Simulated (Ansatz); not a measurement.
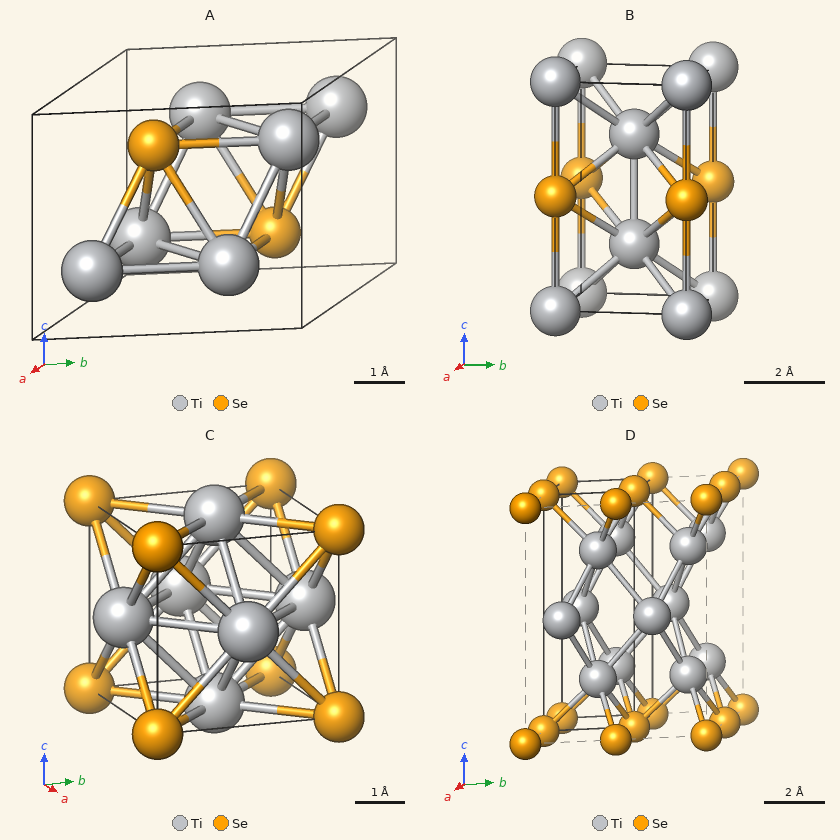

Four structures of Ti$_{3}$Se, each relaxed to rest (conventional cells in solid outline, small ones repeated, each panel with its own scale). Method: Ansatz 0.2.0, DFT PBE, scalar-relativistic, plane waves, PAW, without spin polarisation.

What are the structures shown?

Answer. A: 8 atoms a cell on a primitive hexagonal lattice, P6_3/mmc; B: 4 atoms a cell on a primitive tetragonal lattice, P4/mmm; C: Cu₃Au (L1₂) type, Pm-3m; D: 4 atoms a cell on a primitive hexagonal lattice, P-6m2.

Which of these is lowest in energy, and how far above it do the others lie?

Answer. B, then D (+11 meV/atom), C (+153 meV/atom) and A (+179 meV/atom), energies at zero smearing.

Collect the results in a table.

Answer.
| panel | structure | E − E(lowest) (meV/atom) | volume (Å³/atom) | gap (eV) |
| --- | --- | --- | --- | --- |
| B | P4/mmm | 0 | 16.3 | metal |
| D | P-6m2 | 11 | 17.6 | metal |
| C | Pm-3m | 153 | 15.9 | metal |
| A | P6_3/mmc | 179 | 16.0 | metal |

Some of these may be structure types tried for this composition rather than known phases, and the most stable form need not be among them. Gaps are taken on the k-mesh or band path of each run.
